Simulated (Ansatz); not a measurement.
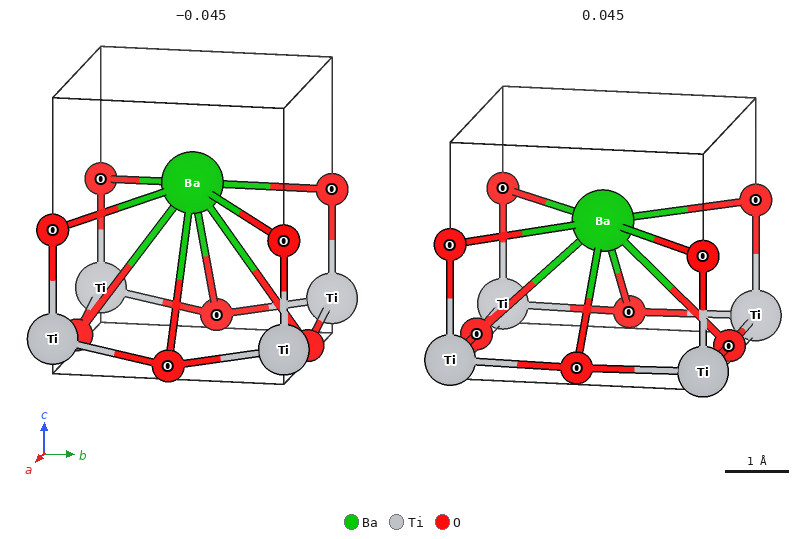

A crystal of BaTiO3 (set up in P4mm), under biaxial strain in the a–b plane (c and atoms relaxed), with energies (extrapolated to zero smearing) counted from the relaxed crystal, which is the row at zero. The picture shows the first and the last member. Style: ball-and-stick. Shown: the cell of the calculation, slightly off an axis.

Computed with Ansatz 0.2.0: DFT PBEsol, scalar-relativistic, plane waves, PAW. Settings: plane-wave cutoff 420 eV; k-point mesh 8 × 8 × 8; occupations gaussian; smearing width 0.02 eV; no spin polarisation; force threshold 0.008 eV/Å.

```tsv
strain	energy (meV/atom)	a (Å)	c (Å)	band gap (eV)
−0.045	45.23	3.777	4.528	1.95
−0.03	?	?	?	?
−0.015	5.43	3.896	4.135	1.88
0.0	0.00	3.955	4.044	1.85
0.015	5.19	4.015	3.975	1.81
0.03	20.25	4.074	3.920	1.71
0.045	44.16	4.133	3.874	1.58
```

**One row is withheld. What does the calculation give there?**

A parabola through three neighbouring rows (−0.045, −0.015, 0.0) gives, with Lagrange weights, (0.3333)(45.23) + (1.0000)(5.43) + (−0.3333)(0.00) = 20.51 meV/atom. The calculation gives 21.51 meV/atom (a = 3.837 Å, c = 4.270 Å). The estimate is 1.00 meV/atom too low. For the gap a parabola through the rows −0.045, −0.015, 0.0 gives 1.91 eV, and the calculation 1.91 eV (semilocal gaps, lower than measured ones as a rule). From the first member to the last: O–Ti 2.741 → 1.979 Å, Ba–O 3.203 → 2.844 Å, Ba–O 2.708 → 2.923 Å. New bonds form: O–Ti (2.74 → 1.98 Å).

The whole series:

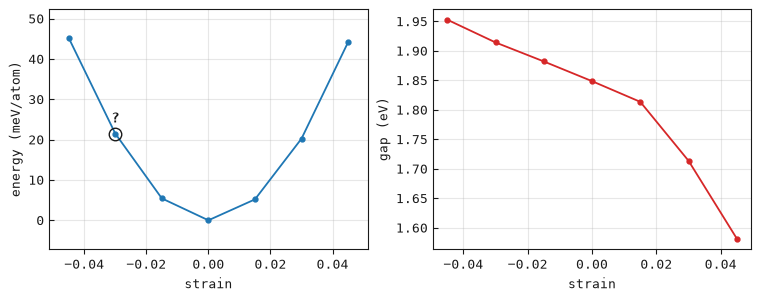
